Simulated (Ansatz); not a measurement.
**Run report: TaN, geometry relaxation (part 3 of 3)**

Continued. System: TaN (P-6m2, 16 atoms in the cell). Method: DFT PBE, scalar-relativistic, plane waves, PAW, no spin polarisation (Ansatz 0.2.0); cutoff 420 eV, 12×12×3 k-mesh, Gaussian smearing of 0.1 eV. The structure was built on a prototype by a generator; it need not be a known phase. It belongs to a series of runs on one base structure; here: stacking ABCBCBCB.

Geometry of the input (Å; fractional positions):
```
3.1299  0.0000  0.0000
-1.5649  2.7105  0.0000
0.0000  0.0000  20.3163
Ta 0.0000  0.0000  0.0000
N  0.6667  0.3333  0.0625
Ta 0.3333  0.6667  0.1250
N  0.0000  0.0000  0.1875
Ta 0.6667  0.3333  0.2500
N  0.0000  0.0000  0.3125
Ta 0.3333  0.6667  0.3750
N  0.0000  0.0000  0.4375
Ta 0.6667  0.3333  0.5000
N  0.0000  0.0000  0.5625
Ta 0.3333  0.6667  0.6250
N  0.0000  0.0000  0.6875
Ta 0.6667  0.3333  0.7500
N  0.0000  0.0000  0.8125
Ta 0.3333  0.6667  0.8750
N  0.6667  0.3333  0.9375
```

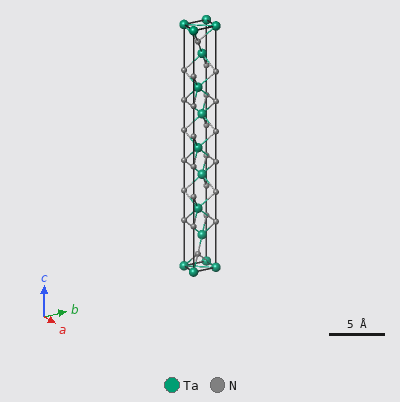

The geometry at step 6 of the log (ball-and-stick view of the cell of the calculation, seen slightly off an axis).

## Output, continued
```
--- Relaxed structure (8 steps of the walk, 8 accepted, 2 SCFs on fresh bases) ---
  F+E_penalty+E_count = -82545.53614939 eV   max|allowed force component| = 1.702e-3 eV/Å   (the final SCF, on the basis selected at the relaxed cell)
  cell:  # Å, volume = 172.1901 Å³
    - [2.9738751855231658, -2.7428695729585022e-11, 3.286507639022024e-18]
    - [-1.4869375927378288, 2.5754514583609365, -1.6432538194847573e-18]
    - [2.1333085020644766e-17, 2.671733999107145e-32, 22.481849874178575]
  atoms:
    - { symbol: Ta, position: [-1.8070036208226385e-17, 1.6190752442315567e-17, -1.976209639290387e-20] }
    - { symbol: N, position: [0.6666666666666666, 0.33333333333333337, 0.060304111771256864] }
    - { symbol: Ta, position: [0.33333333333333326, 0.6666666666666666, 0.12477874679108245] }
    - { symbol: N, position: [-1.7821973890709512e-17, 1.619075244231821e-17, 0.18956529835544556] }
    - { symbol: Ta, position: [0.6666666666666666, 0.33333333333333337, 0.24962626753610095] }
    - { symbol: N, position: [-1.805959265696152e-17, 1.6190752442315678e-17, 0.31258695012393745] }
    - { symbol: Ta, position: [0.33333333333333326, 0.6666666666666666, 0.3749599175663707] }
    - { symbol: N, position: [-1.806832767854765e-17, 1.6190752442315586e-17, 0.43751422474630974] }
    - { symbol: Ta, position: [0.6666666666666666, 0.33333333333333337, 0.5] }
    - { symbol: N, position: [-1.8071744737905094e-17, 1.619075244231555e-17, 0.5624857752536901] }
    - { symbol: Ta, position: [0.33333333333333326, 0.6666666666666666, 0.6250400824336292] }
    - { symbol: N, position: [-1.8080479759491224e-17, 1.6190752442315456e-17, 0.6874130498760626] }
    - { symbol: Ta, position: [0.6666666666666666, 0.33333333333333337, 0.7503737324638989] }
    - { symbol: N, position: [-1.8318098525743224e-17, 1.6190752442312923e-17, 0.8104347016445544] }
    - { symbol: Ta, position: [0.33333333333333326, 0.6666666666666666, 0.8752212532089174] }
    - { symbol: N, position: [0.6666666666666666, 0.33333333333333337, 0.9396958882287432] }
--- Löwdin populations: 16 sites ---
  site symbol       q [e]
     0     Ta     12.1727
     1      N      5.7125
     2     Ta     12.2411
     3      N      5.7078
     4     Ta     12.1934
     5      N      5.7072
     6     Ta     12.2122
     7      N      5.7012
     8     Ta     12.2122
     9      N      5.7012
    10     Ta     12.2122
    11      N      5.7072
    12     Ta     12.1934
    13      N      5.7078
    14     Ta     12.2411
    15      N      5.7125
  spilling = 0.004614 (of n_electrons = 144.000000)
```

## File populations.tsv
```
# site	symbol	l	j	q
# orbitals = lowdin
# n_electrons = 144.000000
# spilling = 0.004614
0	Ta	0_5S	-	1.951552
0	Ta	0_6S	-	0.509591
0	Ta	1_5P	-	5.983799
0	Ta	2_5D	-	3.727777
1	N	0_2S	-	1.473309
1	N	1_2P	-	4.239165
2	Ta	0_5S	-	1.954147
2	Ta	0_6S	-	0.489034
2	Ta	1_5P	-	5.983344
2	Ta	2_5D	-	3.814595
3	N	0_2S	-	1.471702
3	N	1_2P	-	4.236071
4	Ta	0_5S	-	1.952444
4	Ta	0_6S	-	0.511099
4	Ta	1_5P	-	5.984350
4	Ta	2_5D	-	3.745505
5	N	0_2S	-	1.470997
5	N	1_2P	-	4.236224
6	Ta	0_5S	-	1.953094
6	Ta	0_6S	-	0.511863
6	Ta	1_5P	-	5.984802
6	Ta	2_5D	-	3.762410
7	N	0_2S	-	1.467702
7	N	1_2P	-	4.233486
8	Ta	0_5S	-	1.953050
8	Ta	0_6S	-	0.512073
8	Ta	1_5P	-	5.984814
8	Ta	2_5D	-	3.762256
9	N	0_2S	-	1.467702
9	N	1_2P	-	4.233486
10	Ta	0_5S	-	1.953094
10	Ta	0_6S	-	0.511863
10	Ta	1_5P	-	5.984802
10	Ta	2_5D	-	3.762410
11	N	0_2S	-	1.470997
11	N	1_2P	-	4.236224
12	Ta	0_5S	-	1.952444
12	Ta	0_6S	-	0.511099
12	Ta	1_5P	-	5.984350
12	Ta	2_5D	-	3.745505
13	N	0_2S	-	1.471702
13	N	1_2P	-	4.236071
14	Ta	0_5S	-	1.954147
14	Ta	0_6S	-	0.489034
14	Ta	1_5P	-	5.983344
14	Ta	2_5D	-	3.814595
15	N	0_2S	-	1.473309
15	N	1_2P	-	4.239165
```

## Trajectory as extended XYZ (Å, eV, eV/Å), 10 frames, from step=1 to step=10
```
16
Lattice="3.1299 0.0000 0.0000 -1.5649 2.7105 0.0000 0.0000 0.0000 20.3163" Properties=species:S:1:pos:R:3:forces:R:3 step=1 energy=-82543.00432 pressure_GPa=0.84
Ta    0.0000    0.0000    0.0000    0.0000   0.0000   0.0000
N     1.5649    0.9035    1.2698    0.0000   0.0000   0.4281
Ta    0.0000    1.8070    2.5395    0.0000   0.0000  -0.2834
N     0.0000    0.0000    3.8093    0.0000   0.0000  -0.1040
Ta    1.5649    0.9035    5.0791    0.0000   0.0000  -1.2394
N     0.0000    0.0000    6.3489    0.0000   0.0000   0.1157
Ta    0.0000    1.8070    7.6186    0.0000   0.0000   0.0023
N     0.0000    0.0000    8.8884    0.0000   0.0000   0.0104
Ta    1.5649    0.9035   10.1582    0.0000   0.0000   0.0000
N     0.0000    0.0000   11.4279    0.0000   0.0000  -0.0104
Ta    0.0000    1.8070   12.6977    0.0000   0.0000  -0.0023
N     0.0000    0.0000   13.9675    0.0000   0.0000  -0.1157
Ta    1.5649    0.9035   15.2373    0.0000   0.0000   1.2394
N     0.0000    0.0000   16.5070    0.0000   0.0000   0.1040
Ta    0.0000    1.8070   17.7768    0.0000   0.0000   0.2834
N     1.5649    0.9035   19.0466    0.0000   0.0000  -0.4281
16
Lattice="3.0555 0.0000 0.0000 -1.5278 2.6462 0.0000 0.0000 0.0000 21.3112" Properties=species:S:1:pos:R:3:forces:R:3 step=2 energy=-82544.73130 pressure_GPa=-0.44
Ta    0.0000    0.0000    0.0000    0.0000   0.0000   0.0000
N     1.5278    0.8821    1.3385    0.0000   0.0000  -0.4405
Ta    0.0000    1.7641    2.6524    0.0000   0.0000  -0.2853
N     0.0000    0.0000    3.9794    0.0000   0.0000   0.4076
Ta    1.5278    0.8821    5.2839    0.0000   0.0000  -0.2779
N     0.0000    0.0000    6.6495    0.0000   0.0000  -0.0919
Ta    0.0000    1.7641    7.9882    0.0000   0.0000  -0.2166
N     0.0000    0.0000    9.3228    0.0000   0.0000  -0.0609
Ta    1.5278    0.8821   10.6556    0.0000   0.0000   0.0000
N     0.0000    0.0000   11.9884    0.0000   0.0000   0.0609
Ta    0.0000    1.7641   13.3230    0.0000   0.0000   0.2166
N     0.0000    0.0000   14.6616    0.0000   0.0000   0.0919
Ta    1.5278    0.8821   16.0273    0.0000   0.0000   0.2779
N     0.0000    0.0000   17.3318    0.0000   0.0000  -0.4076
Ta    0.0000    1.7641   18.6588    0.0000   0.0000   0.2853
N     1.5278    0.8821   19.9726    0.0000   0.0000   0.4405
16
Lattice="2.9724 0.0000 0.0000 -1.4862 2.5742 0.0000 0.0000 0.0000 22.3019" Properties=species:S:1:pos:R:3:forces:R:3 step=3 energy=-82545.40790 pressure_GPa=2.70
Ta    0.0000    0.0000    0.0000    0.0000   0.0000   0.0000
N     1.4862    0.8581    1.3784    0.0000   0.0000  -0.7217
Ta    0.0000    1.7161    2.7607    0.0000   0.0000   0.2242
N     0.0000    0.0000    4.1822    0.0000   0.0000   0.1686
Ta    1.4862    0.8581    5.5194    0.0000   0.0000   0.4682
N     0.0000    0.0000    6.9528    0.0000   0.0000  -0.2652
Ta    0.0000    1.7161    8.3454    0.0000   0.0000   0.0049
N     0.0000    0.0000    9.7479    0.0000   0.0000   0.0147
Ta    1.4862    0.8581   11.1510    0.0000   0.0000   0.0000
N     0.0000    0.0000   12.5540    0.0000   0.0000  -0.0147
Ta    0.0000    1.7161   13.9565    0.0000   0.0000  -0.0049
N     0.0000    0.0000   15.3491    0.0000   0.0000   0.2652
Ta    1.4862    0.8581   16.7825    0.0000   0.0000  -0.4682
N     0.0000    0.0000   18.1197    0.0000   0.0000  -0.1686
Ta    0.0000    1.7161   19.5412    0.0000   0.0000  -0.2242
N     1.4862    0.8581   20.9235    0.0000   0.0000   0.7217
16
Lattice="2.9783 0.0000 0.0000 -1.4891 2.5792 0.0000 0.0000 0.0000 22.4195" Properties=species:S:1:pos:R:3:forces:R:3 step=4 energy=-82545.45364 pressure_GPa=-0.51
Ta    0.0000    0.0000    0.0000    0.0000   0.0000   0.0000
N     1.4891    0.8597    1.3718    0.0000   0.0000  -0.4026
Ta    0.0000    1.7195    2.7874    0.0000   0.0000   0.1746
N     0.0000    0.0000    4.2324    0.0000   0.0000   0.0704
Ta    1.4891    0.8597    5.5802    0.0000   0.0000   0.0947
N     0.0000    0.0000    7.0014    0.0000   0.0000  -0.1140
Ta    0.0000    1.7195    8.3977    0.0000   0.0000   0.0717
N     0.0000    0.0000    9.8039    0.0000   0.0000   0.0115
Ta    1.4891    0.8597   11.2098    0.0000   0.0000   0.0000
N     0.0000    0.0000   12.6157    0.0000   0.0000  -0.0115
Ta    0.0000    1.7195   14.0218    0.0000   0.0000  -0.0717
N     0.0000    0.0000   15.4181    0.0000   0.0000   0.1140
Ta    1.4891    0.8597   16.8394    0.0000   0.0000  -0.0947
N     0.0000    0.0000   18.1871    0.0000   0.0000  -0.0704
Ta    0.0000    1.7195   19.6321    0.0000   0.0000  -0.1746
N     1.4891    0.8597   21.0477    0.0000   0.0000   0.4026
16
Lattice="2.9772 0.0000 0.0000 -1.4886 2.5783 0.0000 0.0000 0.0000 22.3997" Properties=species:S:1:pos:R:3:forces:R:3 step=5 energy=-82545.46617 pressure_GPa=0.06
Ta    0.0000    0.0000    0.0000    0.0000   0.0000   0.0000
N     1.4886    0.8594    1.3495    0.0000   0.0000   0.0289
Ta    0.0000    1.7189    2.7923    0.0000   0.0000  -0.0214
N     0.0000    0.0000    4.2393    0.0000   0.0000   0.0277
Ta    1.4886    0.8594    5.5863    0.0000   0.0000  -0.0138
N     0.0000    0.0000    6.9972    0.0000   0.0000   0.0117
Ta    0.0000    1.7189    8.3962    0.0000   0.0000   0.0059
N     0.0000    0.0000    9.7986    0.0000   0.0000  -0.0017
Ta    1.4886    0.8594   11.1999    0.0000   0.0000   0.0000
N     0.0000    0.0000   12.6011    0.0000   0.0000   0.0017
Ta    0.0000    1.7189   14.0036    0.0000   0.0000  -0.0059
N     0.0000    0.0000   15.4026    0.0000   0.0000  -0.0117
Ta    1.4886    0.8594   16.8134    0.0000   0.0000   0.0138
N     0.0000    0.0000   18.1604    0.0000   0.0000  -0.0277
Ta    0.0000    1.7189   19.6074    0.0000   0.0000   0.0214
N     1.4886    0.8594   21.0502    0.0000   0.0000  -0.0289
16
Lattice="2.9767 0.0000 0.0000 -1.4884 2.5779 0.0000 0.0000 0.0000 22.4132" Properties=species:S:1:pos:R:3:forces:R:3 step=6 energy=-82545.46622 pressure_GPa=-0.03
Ta    0.0000    0.0000    0.0000    0.0000   0.0000   0.0000
N     1.4884    0.8593    1.3523    0.0000   0.0000  -0.0026
Ta    0.0000    1.7186    2.7949    0.0000   0.0000  -0.0008
N     0.0000    0.0000    4.2446    0.0000   0.0000   0.0096
Ta    1.4884    0.8593    5.5915    0.0000   0.0000  -0.0072
N     0.0000    0.0000    7.0035    0.0000   0.0000   0.0062
Ta    0.0000    1.7186    8.4029    0.0000   0.0000  -0.0090
N     0.0000    0.0000    9.8051    0.0000   0.0000   0.0032
Ta    1.4884    0.8593   11.2066    0.0000   0.0000   0.0000
N     0.0000    0.0000   12.6081    0.0000   0.0000  -0.0032
Ta    0.0000    1.7186   14.0104    0.0000   0.0000   0.0090
N     0.0000    0.0000   15.4097    0.0000   0.0000  -0.0062
Ta    1.4884    0.8593   16.8217    0.0000   0.0000   0.0072
N     0.0000    0.0000   18.1686    0.0000   0.0000  -0.0096
Ta    0.0000    1.7186   19.6183    0.0000   0.0000   0.0008
N     1.4884    0.8593   21.0610    0.0000   0.0000   0.0026
16
Lattice="2.9767 0.0000 0.0000 -1.4884 2.5779 0.0000 0.0000 0.0000 22.4132" Properties=species:S:1:pos:R:3:forces:R:3 step=7 energy=-82545.53390 pressure_GPa=0.34
Ta    0.0000    0.0000    0.0000    0.0000   0.0000   0.0000
N     1.4884    0.8593    1.3523    0.0000   0.0000  -0.0046
Ta    0.0000    1.7186    2.7949    0.0000   0.0000  -0.0005
N     0.0000    0.0000    4.2446    0.0000   0.0000   0.0140
Ta    1.4884    0.8593    5.5915    0.0000   0.0000  -0.0064
N     0.0000    0.0000    7.0035    0.0000   0.0000   0.0064
Ta    0.0000    1.7186    8.4029    0.0000   0.0000  -0.0088
N     0.0000    0.0000    9.8051    0.0000   0.0000   0.0032
Ta    1.4884    0.8593   11.2066    0.0000   0.0000   0.0000
N     0.0000    0.0000   12.6081    0.0000   0.0000  -0.0032
Ta    0.0000    1.7186   14.0104    0.0000   0.0000   0.0088
N     0.0000    0.0000   15.4097    0.0000   0.0000  -0.0064
Ta    1.4884    0.8593   16.8217    0.0000   0.0000   0.0064
N     0.0000    0.0000   18.1686    0.0000   0.0000  -0.0140
Ta    0.0000    1.7186   19.6183    0.0000   0.0000   0.0005
N     1.4884    0.8593   21.0610    0.0000   0.0000   0.0046
16
Lattice="2.9737 0.0000 0.0000 -1.4869 2.5753 0.0000 0.0000 0.0000 22.4914" Properties=species:S:1:pos:R:3:forces:R:3 step=8 energy=-82545.53536 pressure_GPa=-0.10
Ta    0.0000    0.0000    0.0000    0.0000   0.0000   0.0000
N     1.4869    0.8584    1.3568    0.0000   0.0000  -0.0132
Ta    0.0000    1.7169    2.8059    0.0000   0.0000   0.0041
N     0.0000    0.0000    4.2628    0.0000   0.0000  -0.0019
Ta    1.4869    0.8584    5.6130    0.0000   0.0000   0.0211
N     0.0000    0.0000    7.0299    0.0000   0.0000  -0.0058
Ta    0.0000    1.7169    8.4328    0.0000   0.0000   0.0003
N     0.0000    0.0000    9.8399    0.0000   0.0000   0.0032
Ta    1.4869    0.8584   11.2457    0.0000   0.0000   0.0000
N     0.0000    0.0000   12.6515    0.0000   0.0000  -0.0032
Ta    0.0000    1.7169   14.0586    0.0000   0.0000  -0.0003
N     0.0000    0.0000   15.4614    0.0000   0.0000   0.0058
Ta    1.4869    0.8584   16.8783    0.0000   0.0000  -0.0211
N     0.0000    0.0000   18.2286    0.0000   0.0000   0.0019
Ta    0.0000    1.7169   19.6855    0.0000   0.0000  -0.0041
N     1.4869    0.8584   21.1346    0.0000   0.0000   0.0132
16
Lattice="2.9739 0.0000 0.0000 -1.4869 2.5755 0.0000 0.0000 0.0000 22.4819" Properties=species:S:1:pos:R:3:forces:R:3 step=9 energy=-82545.53561 pressure_GPa=0.00
Ta    0.0000    0.0000    0.0000    0.0000   0.0000   0.0000
N     1.4869    0.8585    1.3557    0.0000   0.0000   0.0008
Ta    0.0000    1.7170    2.8053    0.0000   0.0000   0.0006
N     0.0000    0.0000    4.2618    0.0000   0.0000  -0.0006
Ta    1.4869    0.8585    5.6121    0.0000   0.0000  -0.0010
N     0.0000    0.0000    7.0275    0.0000   0.0000   0.0011
Ta    0.0000    1.7170    8.4298    0.0000   0.0000   0.0018
N     0.0000    0.0000    9.8361    0.0000   0.0000  -0.0003
Ta    1.4869    0.8585   11.2409    0.0000   0.0000   0.0000
N     0.0000    0.0000   12.6457    0.0000   0.0000   0.0003
Ta    0.0000    1.7170   14.0521    0.0000   0.0000  -0.0018
N     0.0000    0.0000   15.4543    0.0000   0.0000  -0.0011
Ta    1.4869    0.8585   16.8698    0.0000   0.0000   0.0010
N     0.0000    0.0000   18.2201    0.0000   0.0000   0.0006
Ta    0.0000    1.7170   19.6766    0.0000   0.0000  -0.0006
N     1.4869    0.8585   21.1261    0.0000   0.0000  -0.0008
16
Lattice="2.9739 0.0000 0.0000 -1.4869 2.5755 0.0000 0.0000 0.0000 22.4819" Properties=species:S:1:pos:R:3:forces:R:3 step=10 energy=-82545.53615 pressure_GPa=0.00
Ta    0.0000    0.0000    0.0000    0.0000   0.0000   0.0000
N     1.4869    0.8585    1.3557    0.0000   0.0000   0.0008
Ta    0.0000    1.7170    2.8053    0.0000   0.0000   0.0005
N     0.0000    0.0000    4.2618    0.0000   0.0000  -0.0005
Ta    1.4869    0.8585    5.6121    0.0000   0.0000  -0.0010
N     0.0000    0.0000    7.0275    0.0000   0.0000   0.0012
Ta    0.0000    1.7170    8.4298    0.0000   0.0000   0.0017
N     0.0000    0.0000    9.8361    0.0000   0.0000  -0.0002
Ta    1.4869    0.8585   11.2409    0.0000   0.0000   0.0000
N     0.0000    0.0000   12.6457    0.0000   0.0000   0.0002
Ta    0.0000    1.7170   14.0521    0.0000   0.0000  -0.0017
N     0.0000    0.0000   15.4543    0.0000   0.0000  -0.0012
Ta    1.4869    0.8585   16.8698    0.0000   0.0000   0.0010
N     0.0000    0.0000   18.2201    0.0000   0.0000   0.0005
Ta    0.0000    1.7170   19.6766    0.0000   0.0000  -0.0005
N     1.4869    0.8585   21.1261    0.0000   0.0000  -0.0008
```

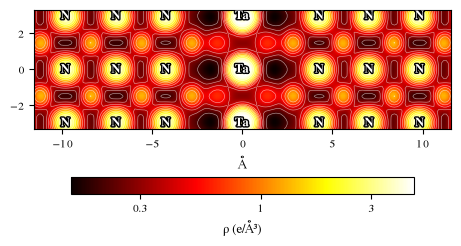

Valence pseudo-density on the (11̄0) plane of the conventional cell. Atoms in the plane: Ta and N. Ta–Ta (2.97 Å): ρ at the midpoint is about 0.29 e/Å³. Away from the nuclei the density in this plane falls to 0.15 e/Å³ at its lowest. In a PAW calculation such maps are meaningful between the atoms, not at the nuclei.

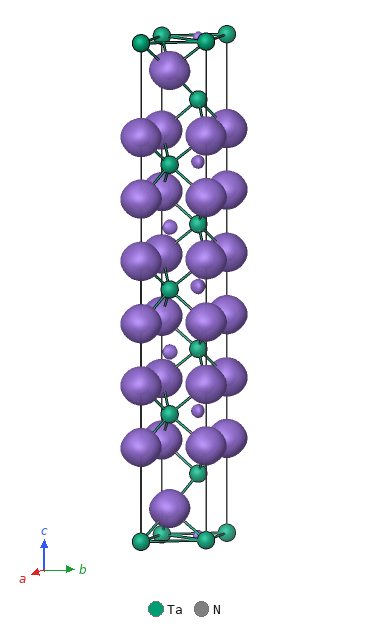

Isosurface of the electron localisation function at 0.65 (purple), seen slightly off an axis. Core shells and regions of very low density are left out. Sticks mark near contacts. The outline is the cell set on symmetry axes. Values along the shortest contacts: Ta–N (2.18 Å): the ELF is about 0.20 at the midpoint; no shared pair; the contact is polar. Ta–Ta (2.97 Å): the ELF is about 0.30 at the midpoint; no shared electron pair.

## Summary

| quantity | value |
| --- | --- |
| outcome | converged |
| space group (tolerance 0.01 Å) | P-6m2 (187) |
| electrons treated | 144 |
| free energy | −82545.5361 eV |
| Fermi energy | 20.963 eV |
| gap on the k-point mesh | none (metallic) |
| pressure | 0.00 GPa |
| final volume | 172.19 Å³ |
| largest force (length of the vector) at the end | 0.002 eV/Å |
| final cell | a = 2.974 Å, b = 2.974 Å, c = 22.482 Å, α = 90.00°, β = 90.00°, γ = 120.00° |
| wall time | 11 min |
| peak memory | 0.7 GiB |

## Notes

Spin–orbit coupling is left out, which matters for Ta.
